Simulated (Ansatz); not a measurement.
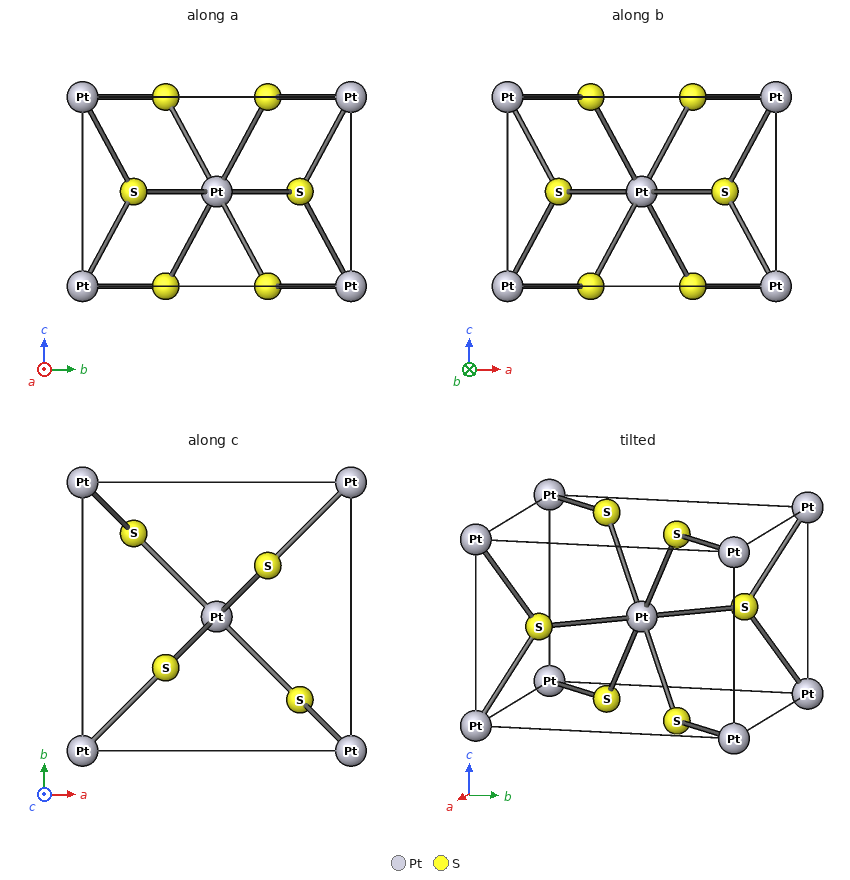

Shown here is a ball-and-stick view of the crystal, taken along the a axis, along the b axis, along the c axis and slightly off an axis. The frame is the conventional unit cell; atoms at its boundary are shown with their periodic copies.

Lattice parameters: a = 5.370 Å, b = 5.370 Å, c = 3.786 Å, α = 90.00°, β = 90.00°, γ = 90.00°.

Put the structure into a table of Wyckoff sites, with free fractional coordinates to two decimals.

Answer. Space group P4_2/mnm (No. 136).
```json
{"atom": "Pt", "site": "2a", "x": "0.00", "y": "0.00", "z": "0.00"}
{"atom": "S", "site": "4f", "x": "0.31", "y": "0.31", "z": "0.00"}
```

The cell started as a structure type filled with these elements by a generator (whether the compound takes this form wasn't checked). The geometry was optimised with Ansatz 0.2.0, DFT, PBEsol, plane waves, PAW.
